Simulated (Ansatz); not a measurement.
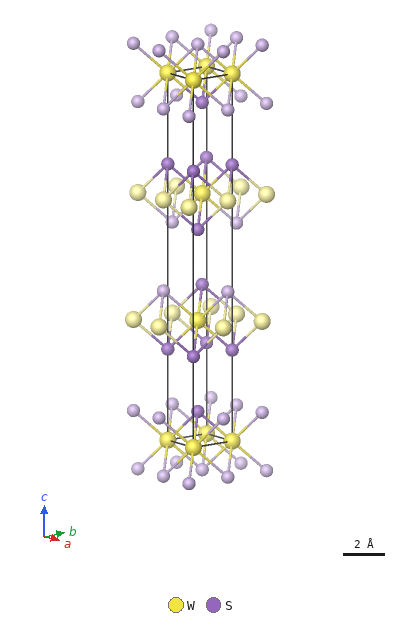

Figure 1. The input geometry (ball-and-stick view of the cell 3 times as large as that of the calculation, set on its symmetry axes, seen slightly off an axis; neighbours outside the cell are drawn fainter). Near neighbours in the crystal (not all of them lie inside the picture): W has 6 S at 2.42 Å; S has 3 W at 2.42 Å.

**GW calculation, with input and output: WS₂**

The run: GW calculation of WS₂ (R-3m, 3 atoms in the cell). Method and program: DFT, PBE, plane waves, PAW (Ansatz 0.2.0).

The structure was built on a prototype by a generator. The run did not end well. The geometry comes from this level: r2scan-rvv10.

Input file:
```yaml
crystal:
  lattice:
    - [1.5985959956, 0.9229498284, 6.0871024982]
    - [-1.5985959956, 0.9229498284, 6.0871024982]
    - [0.0, -1.8458996568, 6.0871024982]
  atoms:
    - { symbol: W, position: [0.0, 0.0, 0.0] }
    - { symbol: S, position: [0.2477300228, 0.2477300228, 0.2477300228] }
    - { symbol: S, position: [0.7522699772, 0.7522699772, 0.7522699772] }
kpoints:
  mp_grid: { grid: [4, 4, 4] }
hamiltonian:
  xc: pbe
scf:
  occupations: { method: fermi_dirac, width: 0.02 }
gw:
  n_empty_bands: 30
  ecut_chi: 10
  qp_bands: [v1, c1]
  qp_kpoints: band_edges
  screening: { model: contour_deformation }
```

Run on 4 threads of Arm Neoverse V2, 128 GiB of memory available, shared host.

Command:
```bash
ansatz run input.yaml --threads 4 --pin off --max-ram 3686MiB --backend cpu --events-out ev --progress --plain --runs-dir out
```

The program's output:
```
Engine: ansatz 0.2.0, aarch64-unknown-linux-gnu
Pseudopotentials: kind: paw
Pseudopotential: W, paw, valence charge 14, recommended cutoff 420 eV (normal), W.paw.azcp
Pseudopotential: S, paw, valence charge 6, recommended cutoff 420 eV (normal), S.paw.azcp
Functional definition: PBE
  parameter kappa = 0.804
  parameter beta = 0.06672455060314922
  exchange = pbe_x(kappa = kappa, mu = beta*pi^2/3)
  correlation = pbe_c(beta = beta)
Crystal: 3 atoms, lattice volume = 53.886 Å³
Basis set: ecut = 420 eV, 1071 PW (Γ)
Bands: 17, of which v1, the nominal top of the filled ones, is band 13 counted from 1 (12 counted from 0)
Symmetry: 12 space group operations
Space group: R-3m (ITA 166), of the structure as read, at distance tolerance 3.8e-5 Å
k-points: 13 of 64
Non-local potential: W, projectors of the file, l = 0: 3, l = 1: 2, l = 2: 2, l = 3: 1
Non-local potential: S, projectors of the file, l = 0: 2, l = 1: 2, l = 2: 2
PAW form: soft (Blöchl's): semilocal exchange-correlation on the pseudo side does not see the compensation charge
PAW one-centre angular grid: W, 590 points (default); XC on 64 Gauss nodes
PAW one-centre angular grid: S, 110 points (default); XC on 64 Gauss nodes
Initial density: superposition of atomic densities (neutral atoms: chi_scale 0, normalization atom), corrected by the library's trained network
Initial wavefunctions: pseudopotential atomic-orbital guess
Functional: x = pbe(κ = 0.804, μ = 0.2195149727645171), c = pbe(β = 0.06672455060314922)
SCF iter   1: F=—  HF=-12190.391237 eV  |F-HF|=—  |Δ(HF+E_count)|=         —  Δρ=5.22e-3  dr2=2.12e-2  ethr=1.77e-3  ⟨swp⟩=6.1  Hψ=1293  notcnv=0
preconditioner: auto → LDOS  [insulator: Δε(μ)=0.053 eV  Ē_g=8.589 eV  σ=0.020 eV  W_gap=0.52  n_scr=16 (ndim 8)  ℏωp=21.5 eV  f_vac=0.011  D(μ)=5.41/eV (n_scr^D=68)  ε∞_Penn≈7.2  β→1.0]
SCF iter   2: F=—  HF=-12190.387830 eV  |F-HF|=—  |Δ(HF+E_count)|=   3.41e-3  Δρ=2.08e-3  dr2=1.51e-3  ethr=8.17e-5  ⟨swp⟩=2.7  Hψ=479  notcnv=0
SCF iter   3: F=—  HF=-12190.387614 eV  |F-HF|=—  |Δ(HF+E_count)|=   2.16e-4  Δρ=5.76e-4  dr2=6.10e-4  ethr=5.81e-6  ⟨swp⟩=2.0  Hψ=366  notcnv=0
SCF iter   4: F=—  HF=-12190.387572 eV  |F-HF|=—  |Δ(HF+E_count)|=   4.20e-5  Δρ=4.26e-4  dr2=2.00e-4  ethr=2.35e-6  ⟨swp⟩=2.1  Hψ=277  notcnv=0
SCF iter   5: F=—  HF=-12190.387544 eV  |F-HF|=—  |Δ(HF+E_count)|=   2.75e-5  Δρ=1.81e-4  dr2=4.92e-5  ethr=7.70e-7  ⟨swp⟩=2.1  Hψ=344  notcnv=0
SCF iter   6: F=—  HF=-12190.387538 eV  |F-HF|=—  |Δ(HF+E_count)|=   6.48e-6  Δρ=5.49e-5  dr2=1.84e-6  ethr=1.89e-7  ⟨swp⟩=2.2  Hψ=277  notcnv=0
SCF iter   7: F=-12190.387538 eV  HF=-12190.387538 eV  |F-HF|=5.10e-9  |Δ(HF+E_count)|=   5.76e-8  Δρ=9.77e-6  dr2=4.14e-8  ethr=3.85e-10  ⟨swp⟩=2.0  Hψ=684  notcnv=0
SCF 1 converged in 7 iterations: F = -12190.387538 eV  dr2 = 4.14e-8
  greatest PAW one-centre occupation: 1.000 electrons in one spin orbital (limit 2), on the W atom at site 0 (counted from 0), in its partial waves of l = 0
```

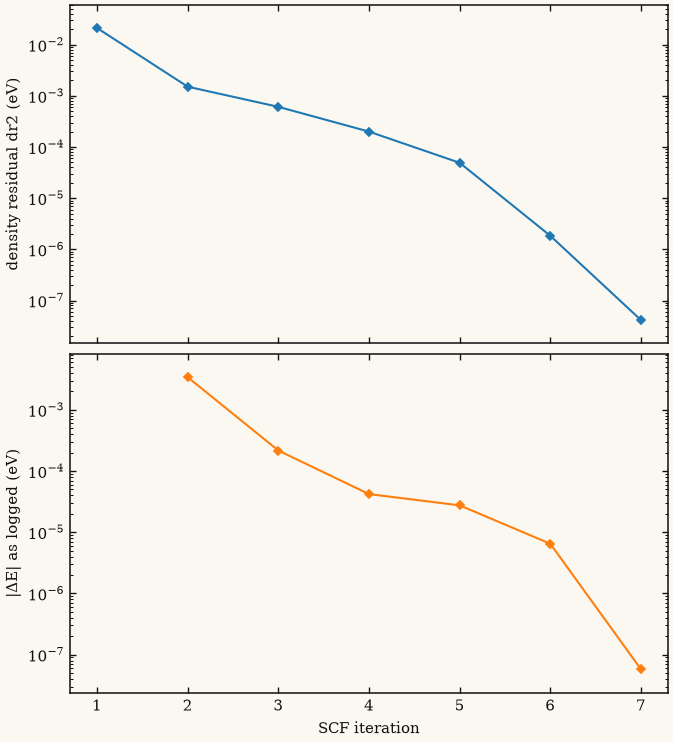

Figure 2. Convergence of the self-consistent field: density residual dr2 and size of the energy change against the SCF iteration. The residual falls at every step. The field converged; the run failed or was cut off later.

```
NSCF: frozen V_eff on 13 k-points
WARN: gw: not made: G₀W₀ refused: G₀W₀ requires an insulating spectrum, but the occupied-band count varies across k (k=0: 15, k=1: 13). The run goes on to what it still can, and will not end as completed
SCF converged after 7 iterations
Free energy (F): -12190.387538 eV
Harris-Foulkes:  -12190.387538 eV  (|F-HF|=5.10e-9)
Internal energy: -12190.381037 eV  (E = F + TS)
E sigma→0 (E₀):  -12190.384287 eV
Entropy (-TS):   -0.006501 eV (-2.167 meV/atom)
Fermi energy:    11.779003 eV
--- Per-component energies (eV) ---
  E_band       = -190.059714
  E_kinetic    = 666.519007
  E_local      = -1706.262839  (includes V_loc(G=0)·N_el)
  E_nonlocal   = 57.675727
  E_hartree    = 670.924497
  E_xc         = -461.881301
  E_vxc        = -414.684737  (∫ρ·V_xc dr)
  E_paw        = -9763.200493  (= ΣΔE_a)
  E_vpaw       = -135.161759  (= ΣTr[D̂ρ^β])
  E_aug_tail   = -0.000060  (compensation charges beyond the density's cutoff)
  E_ewald      = -1654.155576
  E_smearing   = -0.006501  (= −TS)
  E_closure    = -0.000000  (closes the sum)
  Σ components = -12190.387538   (vs F -12190.387538, Δ=0.00e0)
--- Band table (eV; the first three rows and the last of 13) ---
  k-point 0: bands = ["-63.1077", "-27.2936", "-27.2908", "-27.2908", "-3.8900", "-1.9876", "4.0377", "7.5148", "7.5148", "9.8264", "10.4872", "10.9441", "10.9441", "11.2852", "11.2852", "15.1704", "15.1704"]
  k-point 1: bands = ["-63.0998", "-27.4518", "-27.3286", "-27.2640", "-2.9153", "-1.8163", "5.1452", "6.4157", "7.1351", "7.7355", "9.4352", "9.5962", "10.1388", "12.4785", "12.8103", "15.0142", "15.1017"]
  k-point 2: bands = ["-63.0919", "-27.6085", "-27.3661", "-27.2343", "-2.0297", "-1.0831", "4.2340", "6.1933", "6.1985", "7.3551", "8.5459", "9.7330", "9.9257", "13.4064", "14.2053", "15.3408", "15.9818"]
  k-point 12: bands = ["-63.1077", "-27.2936", "-27.2908", "-27.2908", "-3.6272", "-2.4610", "5.1682", "7.5213", "7.5386", "7.5386", "10.9630", "10.9630", "11.1559", "11.1559", "11.6728", "15.3070", "15.3070"]
Error: G₀W₀ refused: G₀W₀ requires an insulating spectrum, but the occupied-band count varies across k (k=0: 15, k=1: 13)
```

What the run reported:

| quantity | value |
| --- | --- |
| outcome | ended with an error |
| space group (tolerance 0.01 Å) | R-3m (166) |
| electrons treated | 26 |
| free energy | −12190.3875 eV |
| Fermi energy | 11.779 eV |
| wall time | 0.96 s (CPU time 2.8 s) |
| peak memory | 0.32 GiB |

Diagnosis:

Some settings of this run were drawn to be unusual or wrong. The run ended with an error: “G₀W₀ refused: G₀W₀ requires an insulating spectrum, but the occupied-band count varies across k (k=0: 15, k=1: 13)” The GW levels are not extrapolated in basis or mesh. The program warns: an analysis step after the SCF failed.
